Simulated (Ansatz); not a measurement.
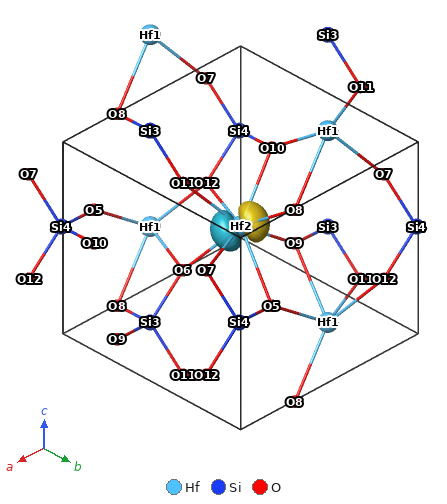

HfSiO4: one atom of the 12-atom cell (and its periodic copies) was moved a little. Density after less density before, yellow at +0.8 and cyan at −0.8 e/Å³, seen along [111]; cell a = 5.52 Å, b = 5.52 Å, c = 5.52 Å, α = 106.95°, β = 106.95°, γ = 114.64°. The lobes lie largely inside the PAW sphere, where the density is a smoothed one.

Space group I4_1/amd; the calculation finds a residual pressure of about 8 GPa at this fixed cell. Not relaxed before the move (largest force 0.3 eV/Å).

The calculation used DFT PBE, scalar-relativistic, plane waves, PAW (Ansatz 0.2.0).

Question: Find the displaced atom and its direction.

Answer: Hf2 moved towards the yellow lobe, to the right in the picture. In the run the shift was 0.05 Å roughly along [−1 1 1] in the axes of the cell drawn.

Question: How much does the computed force on the atom change?

Answer: The force on it changes by 1.06 eV/Å along the move, against it: a stiffness of about 21 eV/Å² for this sublattice shift.
